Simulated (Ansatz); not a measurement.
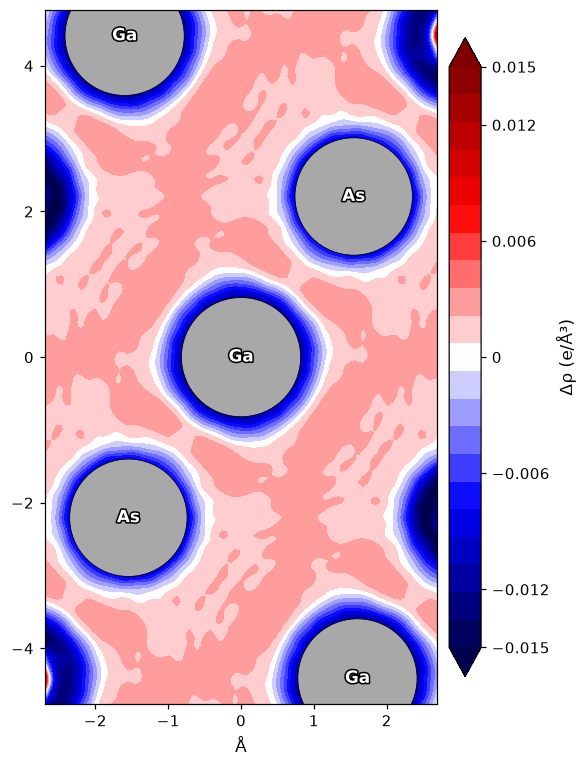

GaAs. Difference of the valence pseudo-densities of two functionals at the same geometry, on the (111) plane of the calculation cell: r2SCANH less B3LYP.

Space group P4/mmm; a generated structure, not necessarily the stable one.

Both computed with Ansatz (plane waves, PAW), on the same k-point mesh. Grey discs cover the atomic cores.

```cif
data_structure
_symmetry_space_group_name_H-M 'P 1'
_symmetry_Int_Tables_number 1
_cell_length_a 3.8101
_cell_length_b 3.8101
_cell_length_c 2.7389
_cell_angle_alpha 90.000
_cell_angle_beta 90.000
_cell_angle_gamma 90.000
_cell_volume 39.76
loop_
_atom_site_label
_atom_site_type_symbol
_atom_site_fract_x
_atom_site_fract_y
_atom_site_fract_z
_atom_site_occupancy
Ga1 Ga 0.50000 0.50000 0.50000 1
As1 As 0.00000 0.00000 0.50000 1
```

### What does the difference map show?

Against B3LYP, r2SCANH gives less density around Ga (−0.006 e/Å³ on average at 1.0 Å from the nucleus) and more density in the space between the atoms (+0.002 e/Å³ on average).
